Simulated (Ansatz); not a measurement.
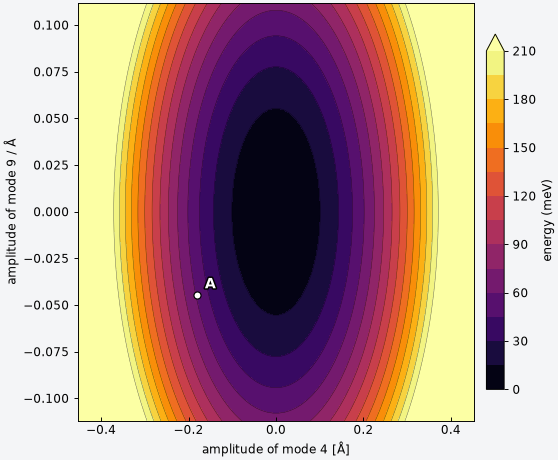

KCl (Fm-3m, No. 225; 4 atoms in the cell). The energy is mapped over two normal modes frozen in (zone-centre modes of the 4-atom cell of this scan, which folds in the wave vector (0, 0, 1/2) of the primitive cell). First axis: amplitude of mode 4 (101 cm⁻¹), largest displacement. Second axis: amplitude of mode 9 (139 cm⁻¹), largest displacement. Nothing is relaxed (the cell and all other modes fixed). Grid: 11 × 11 points; 36 points were computed and 85 follow by symmetry. Points are written as (first, second). Energies: meV per cell, counted from the lowest grid point. All numbers below come from DFT PBEsol, scalar-relativistic, plane waves, PAW (Ansatz 0.2.0). Settings: cutoff 420 eV, k-mesh 6×6×6, gaussian smearing 0.05 eV, no spin polarisation.

Drawn: filled contours, one colour for all values above the top of the scale, the point A. Between grid points the surface is interpolated.

**Which way does the force act at A, and how strong is it?**

A, at (−0.182 Å, −0.045 Å), is not a stationary point. The computed force is 550 meV for each Å towards larger values of the first coordinate and 480 meV for each Å towards larger values of the second coordinate.
